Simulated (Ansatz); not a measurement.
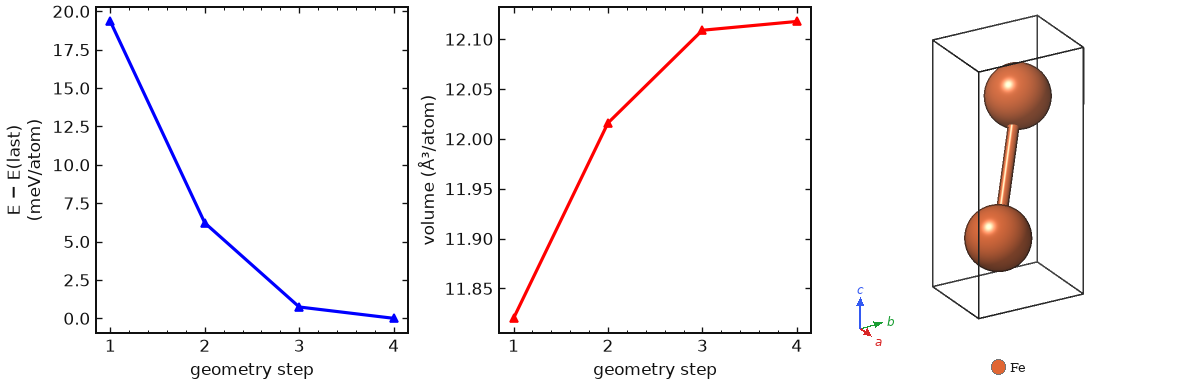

Beside the plot: the structure at the start.

History of a geometry optimisation. The run: Fe (P6_3/mmc, 2 atoms in the cell), by DFT PBE, scalar-relativistic, plane waves, PAW in Ansatz; cutoff 600 eV, 8×8×6 k-mesh, Gaussian smearing of 0.05 eV, collinear spins. Atoms and cell relax. A closing SCF on a freshly chosen basis isn't drawn.

The optimisation met its thresholds at geometry 4, counting the start as the first. The energy fell by about 19 meV/atom from the first step to the last. All forces vanish by symmetry, so only the cell moves. The volume grows from 11.82 to 12.12 Å³ per atom (+2.5 %).
